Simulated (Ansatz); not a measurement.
FeSi2

The calculation's input:

```
crystal:
  lattice:
    - [4.8625429549, -3.8252022828, 0.0]
    - [4.8625429549, 3.8252022828, 0.0]
    - [0.0, 0.0, 7.6876144265]
  atoms:
    - { symbol: Fe, position: [0.1927369159, 0.8072630841, 0.1880692301] }
    - { symbol: Fe, position: [0.3072630841, 0.6927369159, 0.6880692301] }
    - { symbol: Fe, position: [0.8072630841, 0.1927369159, 0.8119307699] }
    - { symbol: Fe, position: [0.6927369159, 0.3072630841, 0.3119307699] }
    - { symbol: Fe, position: [0.2164826453, 0.2164826453, 0.0] }
    - { symbol: Fe, position: [0.2835173547, 0.2835173547, 0.5] }
    - { symbol: Fe, position: [0.7835173547, 0.7835173547, 0.0] }
    - { symbol: Fe, position: [0.7164826453, 0.7164826453, 0.5] }
    - { symbol: Si, position: [0.3292734572, 0.4178411456, 0.2270335262] }
    - { symbol: Si, position: [0.1707265428, 0.0821588544, 0.7270335262] }
    - { symbol: Si, position: [0.4178411456, 0.3292734572, 0.7729664738] }
    - { symbol: Si, position: [0.0821588544, 0.1707265428, 0.2729664738] }
    - { symbol: Si, position: [0.6707265428, 0.5821588544, 0.7729664738] }
    - { symbol: Si, position: [0.8292734572, 0.9178411456, 0.2729664738] }
    - { symbol: Si, position: [0.5821588544, 0.6707265428, 0.2270335262] }
    - { symbol: Si, position: [0.9178411456, 0.8292734572, 0.7270335262] }
    - { symbol: Si, position: [0.8548917496, 0.4015219018, 0.049387792] }
    - { symbol: Si, position: [0.6451082504, 0.0984780982, 0.549387792] }
    - { symbol: Si, position: [0.4015219018, 0.8548917496, 0.950612208] }
    - { symbol: Si, position: [0.0984780982, 0.6451082504, 0.450612208] }
    - { symbol: Si, position: [0.1451082504, 0.5984780982, 0.950612208] }
    - { symbol: Si, position: [0.3548917496, 0.9015219018, 0.450612208] }
    - { symbol: Si, position: [0.5984780982, 0.1451082504, 0.049387792] }
    - { symbol: Si, position: [0.9015219018, 0.3548917496, 0.549387792] }
basis:
  ecutwfc: 420
kpoints:
  mp_grid: { grid: [6, 6, 4] }
  band_path:
    path:
      - [[0.0, 0.0, 0.0], [0.5, 0.5, 0.0], [0.40471126, 0.59528874, 0.0]]
      - [[-0.40471126, 0.40471126, 0.0], [0.0, 0.0, 0.0], [0.0, 0.0, 0.5], [-0.40471126, 0.40471126, 0.5]]
      - [[0.40471126, 0.59528874, 0.5], [0.5, 0.5, 0.5], [0.5, 0.5, 0.0]]
      - [[0.0, 0.0, 0.0], [0.0, 0.5, 0.0], [0.0, 0.5, 0.5], [0.0, 0.0, 0.5], [0.5, 0.5, 0.5]]
    npoints: 10
hamiltonian:
  xc: lda
scf:
  occupations: { method: gaussian, width: 0.02 }
  n_extra_bands: 60
output:
  forces: true
  stress: true
  eigenvalues: true
  populations: true
  dos: { projected: true, de: 0.02, nscf_kmesh: { grid: [9, 9, 6] } }
  bader: false
  write_density: true
  write_potential: true
  elf: true
  volumetric_format: npy
```

Launched as:

```sh
ansatz run input.yaml --threads 8 --pin off --max-ram 22528MiB --backend cpu --events-out ev --progress --plain --runs-dir out
```

Below, planes, directions and counts refer to the conventional cell (a = 9.73 Å, b = 7.65 Å, c = 7.69 Å, α = 90.00°, β = 90.00°, γ = 90.00°).

Space group Cmce; computed without spin polarisation.

Method: DFT LDA, scalar-relativistic, plane waves, PAW (Ansatz 0.2.0).

The density is the valence pseudo-density of a PAW calculation; it isn't the true density close to the nuclei.

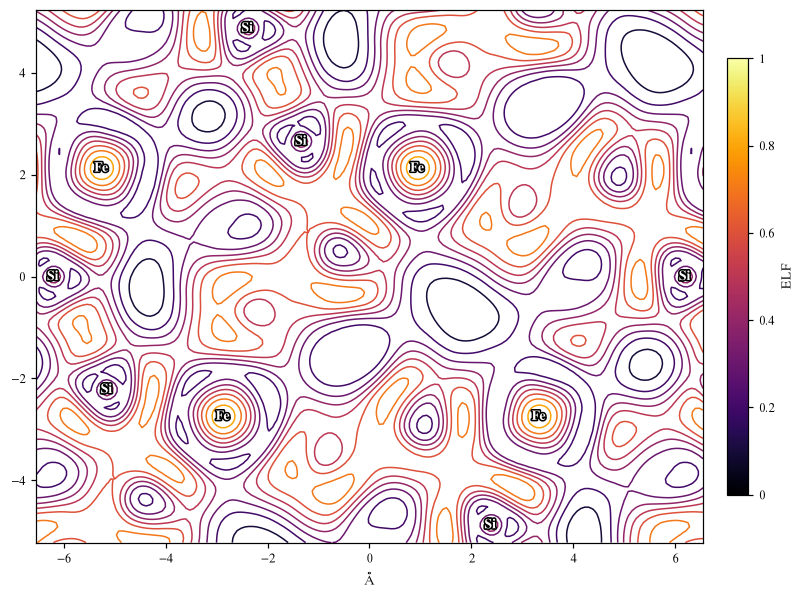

Figure 1. ELF on the (111) plane of the conventional cell.

What does the map show?

The plane passes through Fe and Si nuclei.
Atoms just off the plane (Fe, 0.9 Å away and Si, 0.4 Å away) can leave unmarked features too.

Fe–Si (2.34 Å): the ELF peaks at about 0.75 in the valence shell of Si, 0.9 Å from its nucleus, and is about 0.50 at the midpoint.

The features right at Fe lie inside the PAW spheres, where the map follows smoothed inner orbitals and isn't to be read closely.

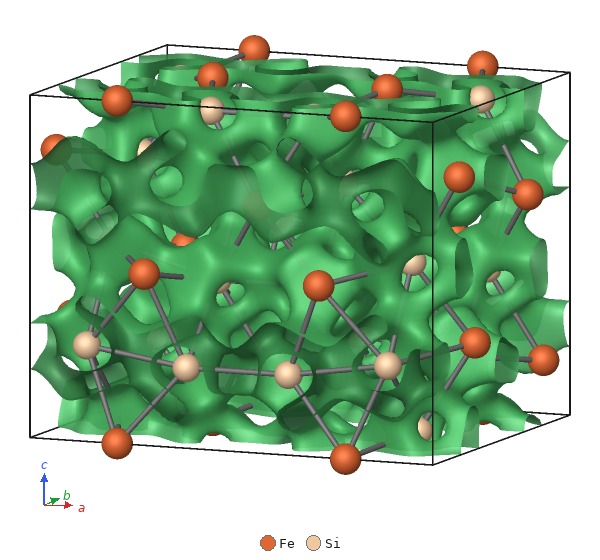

Figure 2. Isosurface of the ELF at 0.55 (green), seen slightly off an axis. Only the valence region is drawn (cores and ρ < 0.01 e/Å³ removed). Sticks mark near contacts.

What do the ELF domains correspond to?

At this value the surface marks out one network that runs through the whole crystal, counted in one cell of 48 atoms. Any copies at cell faces, edges or corners count once. Profiles from the grid: Fe–Si (2.29 Å): the ELF peaks at about 0.75 in the valence shell of Si, 0.9 Å from its nucleus, and is about 0.50 at the midpoint. Si–Si (2.43 Å): the ELF peaks at about 0.70 between the atoms.

Metal or insulator at this level of theory?

It is gapped, with a Kohn–Sham gap of 0.70 eV on the k-point mesh (the band edges may lie off the mesh, which would make the gap smaller).
